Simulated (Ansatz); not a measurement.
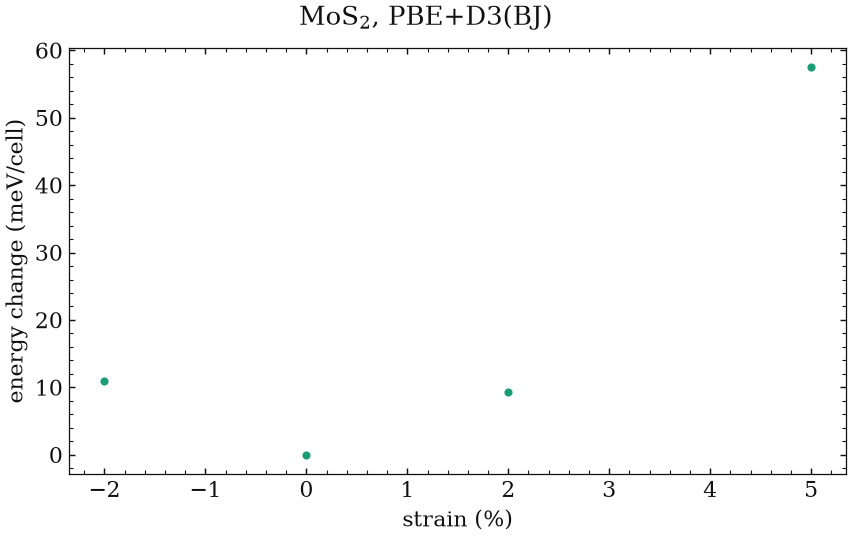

Computed with Ansatz 0.2.0: a free-standing sheet under strain in its plane, atoms relaxed at each strain, energy counts from the given unstrained cell, the sheet is isolated along c, plane waves with PAW datasets, Γ-centred k mesh. Level: PBE with D3(BJ), no spin polarisation.

| setting | value |
| --- | --- |
| wave cutoff | 420 eV |
| k mesh | 18×18×1 |
| occupations | Gaussian |
| smearing width | 0.1 eV |
| boundary | isolated |
| strain kind | along y |

Structure:
```xyz
3
Lattice="3.1357 0.0000 0.0000 -1.5678 2.7156 0.0000 0.0000 0.0000 32.4116" Properties=species:S:1:pos:R:3 pbc="T T T"
S     0.0000    0.0000   14.5975
Mo    1.5679    0.9052   16.2058
S     0.0000    1.8104   17.8141
```

**Figure.** Energy change against strain for MoS₂ (a slab or sheet, periodic in two directions).

The energy rises on both sides of the starting structure, which is therefore a minimum along this path. The energy change is 10.91 meV/cell at strain −2 % and 57.51 meV/cell at 5 %; the lowest computed point is at strain 0 % (0.00 meV/cell).
